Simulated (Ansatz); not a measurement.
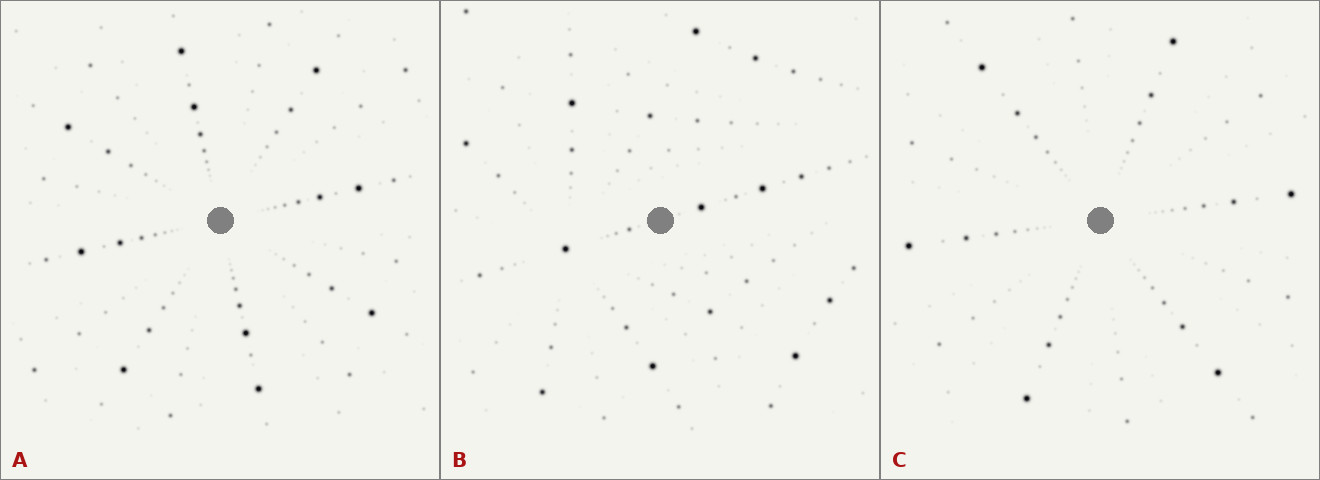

Simulated back-reflection Laue patterns (white X-rays, 0.45 to 2.2 Å, flat plate covering ±45° about the beam, kinematic intensities, seen from the source). Crystal: Ir, space group P6/mmm (No. 191), a = 2.657 Å, c = 2.598 Å (hexagonal axes). Structure: the geometry relaxed with DFT PBE, scalar-relativistic, plane waves, PAW in Ansatz; the starting structure was generated, so it need not be a known form of this composition.

**The directions [001], [210], [211] point towards the source, in some order. Which is which?**

A: [210], symmetry 2mm (a twofold axis with two mirror lines). B: [211], symmetry m (one mirror line). C: [001], symmetry 6mm (a sixfold axis with mirror lines). The Laue class is 6/mmm.
